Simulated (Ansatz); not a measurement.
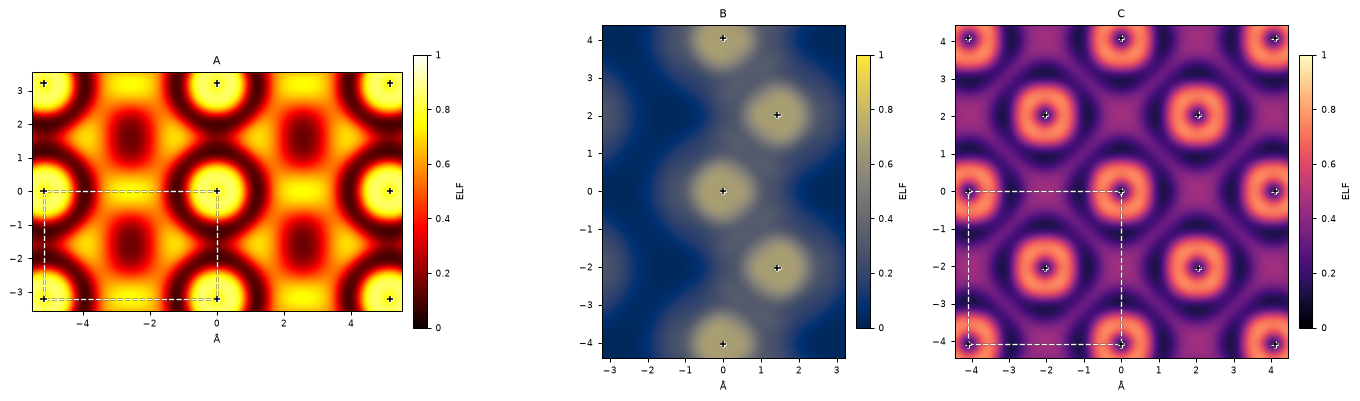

The ELF of 3 systems, each on a plane through atoms (crosses mark nuclei in the plane).

All numbers below come from DFT, r2SCAN, plane waves (500 eV) with PAW, scalar-relativistic in Ansatz.

System 1: Pt, the (011) plane of the conventional cell. Space group Fd-3m; set up as Pt, diamond; a generated structure, not necessarily the stable one; changed on purpose from its base cell (volume × 1.0).

```yaml
crystal:
  lattice:
    - [5.72446, 0.00000, 0.00000]
    - [0.00000, 5.72446, 0.00000]
    - [0.00000, 0.00000, 5.72446]
  atoms:
    - { symbol: Pt, position: [0.75000, 0.25000, 0.25000] }
    - { symbol: Pt, position: [0.25000, 0.75000, 0.25000] }
    - { symbol: Pt, position: [0.25000, 0.25000, 0.75000] }
    - { symbol: Pt, position: [0.75000, 0.75000, 0.75000] }
    - { symbol: Pt, position: [0.50000, 0.00000, 0.00000] }
    - { symbol: Pt, position: [0.00000, 0.50000, 0.00000] }
    - { symbol: Pt, position: [0.00000, 0.00000, 0.50000] }
    - { symbol: Pt, position: [0.50000, 0.50000, 0.50000] }
```

System 2: Mo, the (100) plane of the conventional cell. Space group Fm-3m; set up as Mo, fcc; a generated structure, not necessarily the stable one; changed on purpose from its base cell (volume × 1.08); computed pressure about −16 GPa in this cell; computed without spin polarisation.

```cif
data_structure
_symmetry_space_group_name_H-M 'P 1'
_symmetry_Int_Tables_number 1
_cell_length_a 4.0920
_cell_length_b 4.0920
_cell_length_c 4.0920
_cell_angle_alpha 90.000
_cell_angle_beta 90.000
_cell_angle_gamma 90.000
_cell_volume 68.52
loop_
_atom_site_label
_atom_site_type_symbol
_atom_site_fract_x
_atom_site_fract_y
_atom_site_fract_z
_atom_site_occupancy
Mo1 Mo 0.00000 0.00000 0.00000 1
Mo2 Mo 0.50000 0.50000 0.00000 1
Mo3 Mo 0.50000 0.00000 0.50000 1
Mo4 Mo 0.00000 0.50000 0.50000 1
```

System 3: Hf, the (100) plane of the conventional cell. Space group P6/mmm; set up as Hf, omega (AlB2-type); a generated structure, not necessarily the stable one; changed on purpose from its base cell (volume × 1.12); computed pressure about −10 GPa in this cell.

Q: Match each panel to its system.

A: Panel A is system 3, Hf: the plane holds Hf. Hf–Hf (3.21 Å): the ELF is about 0.20 at the midpoint: no localised pair shows between them. Panel B is system 1, Pt: the plane holds Pt. Pt–Pt (2.48 Å): the ELF is about 0.30 at the midpoint. Panel C is system 2, Mo: the plane holds Mo. Mo–Mo (2.89 Å): the ELF is about 0.30 at the midpoint.
